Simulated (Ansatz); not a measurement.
System: AlNi.

The calculation's input:

```
crystal:
  lattice:
    - [2.881, 0.0, 0.0]
    - [0.0, 2.881, 0.0]
    - [0.0, 0.0, 2.881]
  atoms:
    - { symbol: Ni, position: [0.5, 0.5, 0.5], spin: 1.0 }
    - { symbol: Al, position: [0.0, 0.0, 0.0] }
hamiltonian:
  xc: pbesol
  pseudopotentials: { kind: paw }
  dispersion: d4
magnetization:
  spin_polarized: true
kpoints:
  mp_grid: { grid: [9, 9, 9] }
scf:
  occupations: { method: fermi_dirac, width: 0.05 }
output:
  forces: true
  stress: true
  write_density: true
  write_potential: true
  elf: true
  volumetric_format: npy
relax:
  f_tol: 0.01
  max_steps: 40
  cell: { stress_tol: 0.05 }
```

Launched as:

```sh
ansatz run input.yaml --threads 2 --pin off --max-ram 5632MiB --backend cpu --events-out ev --progress --plain --runs-dir out
```

Below, planes, directions and counts refer to the conventional cell (a = 2.84 Å, b = 2.84 Å, c = 2.84 Å, α = 90.00°, β = 90.00°, γ = 90.00°).

The fields are those of the relaxed geometry.

Space group Pm-3m; the program warned that a starting moment wasn't kept; spin-polarised, but the moments vanished.

Level of theory: Kohn-Sham DFT of a periodic cell, PBEsol with D4, Ansatz PAW (Ansatz 0.2.0).

> What can the converged valence pseudo-density and electron localisation function tell about the bonding?

Al–Ni (2.46 Å): ρ is about 0.32 e/Å³ halfway; the ELF is about 0.40 at the midpoint.

> Does the calculation make it a metal, or give it a gap?

It is metallic or semimetallic at this level of theory: no gap opens.

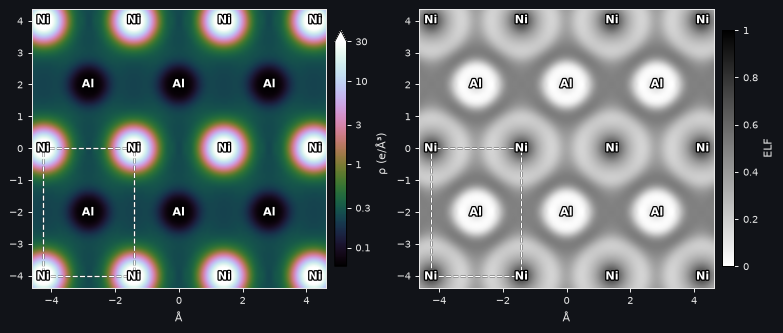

Computed valence pseudo-density and electron localisation function on the (110) plane of the conventional cell, in this order. 

In a PAW calculation such maps are meaningful between the atoms, not at the nuclei.
